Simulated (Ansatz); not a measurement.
**Energy of HfN along an even scaling of the cell**

System: HfN (Pm-3m, 2 atoms in the cell).
Method: Kohn-Sham DFT of a periodic cell, BLYP, Ansatz PAW, no spin polarisation (Ansatz 0.2.0).

The 7 runs differ only in the geometry, by an even scaling of the cell at fixed fractional positions. The structure was built on a prototype by a generator; it need not be a known phase.

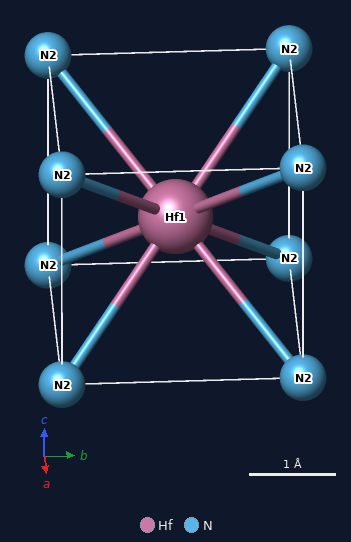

Figure 1. The structure of run 4 (ball-and-stick view of the cell of the calculation, seen at an oblique angle; atoms are numbered from 1 in the order of the input).

### Input of run 4
```yaml
crystal:
  lattice:
    - [2.82503, 0.0, 0.0]
    - [0.0, 2.82503, 0.0]
    - [0.0, 0.0, 2.82503]
  atoms:
    - { symbol: Hf, position: [0.5, 0.5, 0.5] }
    - { symbol: "N", position: [0.0, 0.0, 0.0] }
hamiltonian:
  xc: blyp
  pseudopotentials: { kind: paw }
kpoints:
  mp_grid: { grid: [9, 9, 9] }
scf:
  occupations: { method: fermi_dirac, width: 0.05 }
output:
  forces: true
  stress: true
  eigenvalues: true
```

Command:
```bash
ansatz run input.yaml --threads 2 --pin off --max-ram 5632MiB --backend cpu --events-out ev --progress --plain --runs-dir out
```

Run 6 differs from it as follows:
```diff
-    - [2.82503, 0.0, 0.0]
-    - [0.0, 2.82503, 0.0]
-    - [0.0, 0.0, 2.82503]
+    - [2.8622057106, 0.0, 0.0]
+    - [0.0, 2.8622057106, 0.0]
+    - [0.0, 0.0, 2.8622057106]
```

### Results, with one run withheld

```csv
run,volume per atom (Å³),"free energy per atom, from the lowest run given (meV)",pressure (GPa)
1,10.597,82.42,26.77
2,10.822,49.46,20.18
3,11.048,25.34,14.25
4,11.273,9.08,8.89
5,11.498,0.00,4.06
6,11.724,?,?
7,11.949,0.69,−4.24
```

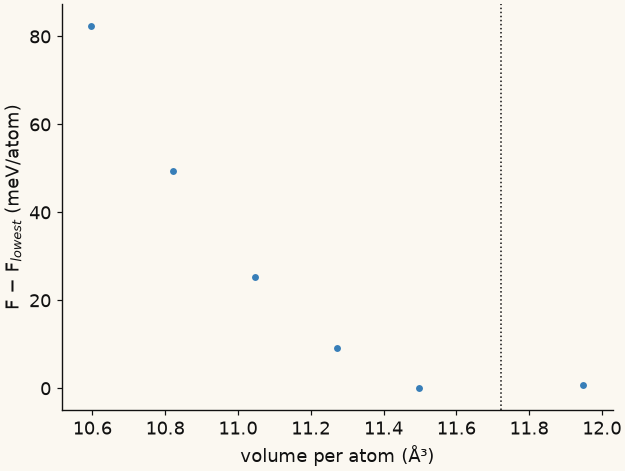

Figure 2. Free energy per atom of the runs given; the dotted line marks run 6.

Fit the runs given and predict run 6.

A cubic polynomial in V^(−2/3) (the Birch–Murnaghan form), fitted to the 6 runs given, misses them by at most 0.05 meV per atom. With x = V^(−2/3) − 0.19996 Å⁻², it reads F = 14.618 + 5743.1 x + 4.803e+05 x² + 2.2538e+05 x³ (meV per atom). At run 6 it gives −2.58 meV per atom, and the run itself gives −2.53. The slope of the fit gives a pressure −dF/dV of −0.32 GPa there, and the run prints −0.30 GPa. The fit has its minimum at 11.707 Å³ per atom, where V d²F/dV² gives 218 GPa: the bulk modulus at this level, since symmetry fixes the shape and the positions.

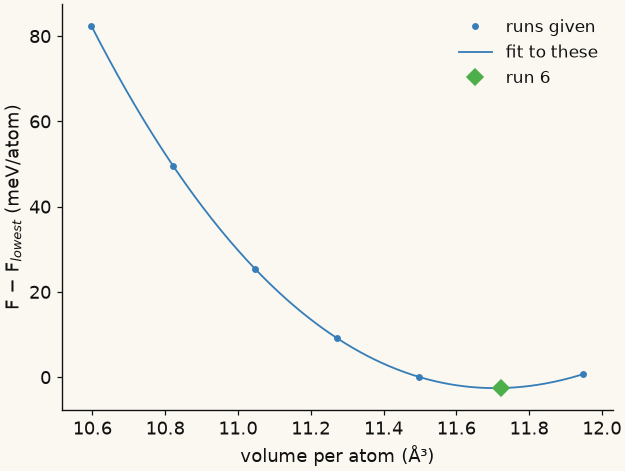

Figure 3. The fit and the withheld run.

### Output, shortened to warnings, some set-up lines, iterations and results (run 6)
```
Basis set: ecut = 420 eV, 461 PW (Γ), exchange–correlation on 40×40×40 points (8 copies of the dense FFT grid, shifted against one another)
Symmetry: 48 space group operations
k-points: 35 of 729
Initial density: superposition of atomic densities (neutral atoms: chi_scale 0, normalization atom), corrected by the library's trained network
[...]
SCF iter   1: F=—  HF=-16131.776849 eV  |F-HF|=—  |Δ(HF+E_count)|=         —  Δρ=3.63e-2  dr2=3.51e-1  ethr=1.77e-3  ⟨swp⟩=4.9  Hψ=2761  notcnv=0
SCF iter   2: F=—  HF=-16131.707734 eV  |F-HF|=—  |Δ(HF+E_count)|=   6.91e-2  Δρ=9.58e-3  dr2=2.96e-2  ethr=1.13e-3  ⟨swp⟩=2.0  Hψ=1124  notcnv=0  defer=7
SCF iter   3: F=—  HF=-16131.702035 eV  |F-HF|=—  |Δ(HF+E_count)|=   5.70e-3  Δρ=1.35e-3  dr2=2.97e-4  ethr=9.55e-5  ⟨swp⟩=2.0  Hψ=1031  notcnv=0  defer=7
SCF iter   4: F=—  HF=-16131.702000 eV  |F-HF|=—  |Δ(HF+E_count)|=   3.49e-5  Δρ=8.38e-4  dr2=7.94e-5  ethr=9.57e-7  ⟨swp⟩=2.0  Hψ=1245  notcnv=0  defer=7
SCF iter   5: F=—  HF=-16131.701939 eV  |F-HF|=—  |Δ(HF+E_count)|=   6.14e-5  Δρ=1.47e-4  dr2=2.99e-6  ethr=2.56e-7  ⟨swp⟩=2.0  Hψ=1188  notcnv=0  defer=7
SCF iter   6: F=—  HF=-16131.701960 eV  |F-HF|=—  |Δ(HF+E_count)|=   2.11e-5  Δρ=3.27e-5  dr2=2.72e-7  ethr=9.64e-9  ⟨swp⟩=2.0  Hψ=1105  notcnv=0  defer=7
SCF iter   7: F=-16131.701960 eV  HF=-16131.701960 eV  |F-HF|=1.64e-10  |Δ(HF+E_count)|=   1.26e-7  Δρ=2.45e-6  dr2=9.72e-10  ethr=3.23e-10  ⟨swp⟩=5.9  Hψ=2923  notcnv=0
SCF 1 converged in 7 iterations: F = -16131.701960 eV  dr2 = 9.72e-10
SCF converged after 7 iterations
Free energy (F): -16131.701960 eV
Harris-Foulkes:  -16131.701960 eV  (|F-HF|=1.64e-10)
Internal energy: -16131.690502 eV  (E = F + TS)
E sigma→0 (E₀):  -16131.696231 eV
Entropy (-TS):   -0.011458 eV (-5.729 meV/atom)
Fermi energy:    22.747363 eV
--- Per-component energies (eV) ---
  E_band       = 175.749834
  E_kinetic    = 555.844177
  E_local      = -4787.214005  (includes V_loc(G=0)·N_el)
  E_nonlocal   = -1199.616141
  E_hartree    = 2267.965786
  E_xc         = -357.503723
  E_vxc        = -337.925809  (∫ρ·V_xc dr)
  E_paw        = -7083.610776  (= ΣΔE_a)
  E_vpaw       = 1408.727857  (= ΣTr[D̂ρ^β])
  E_aug_tail   = 0.000092  (compensation charges beyond the density's cutoff)
  E_ewald      = -5527.639888
  E_core_change = 0.083976  (= ΣΔE_core)
  E_smearing   = -0.011458  (= −TS)
  E_closure    = -0.000000  (closes the sum)
  Σ components = -16131.701960   (vs F -16131.701960, Δ=0.00e0)
--- Forces (eV/Å), atoms counted from 1 ---
  atom   1  Hf     0.00000000    -0.00000000     0.00000000
  atom   2  N     -0.00000000    -0.00000000     0.00000000
  max |Σ_I F_I| component: 4.47e-30 eV/Å
--- Stress (GPa, compression-positive) ---
       -0.301549      -0.000000       0.000000
       -0.000000      -0.301549       0.000000
        0.000000       0.000000      -0.301549
  P = ⅓ Tr σ = -0.3015 GPa (-3.015 kbar)
```

Notes: Points of doubt noted for this run: forces on files of another functional. Spin–orbit coupling is left out, which matters for Hf. The cell holds an odd number of electrons but the run has no spin polarisation, so it comes out as a metal.
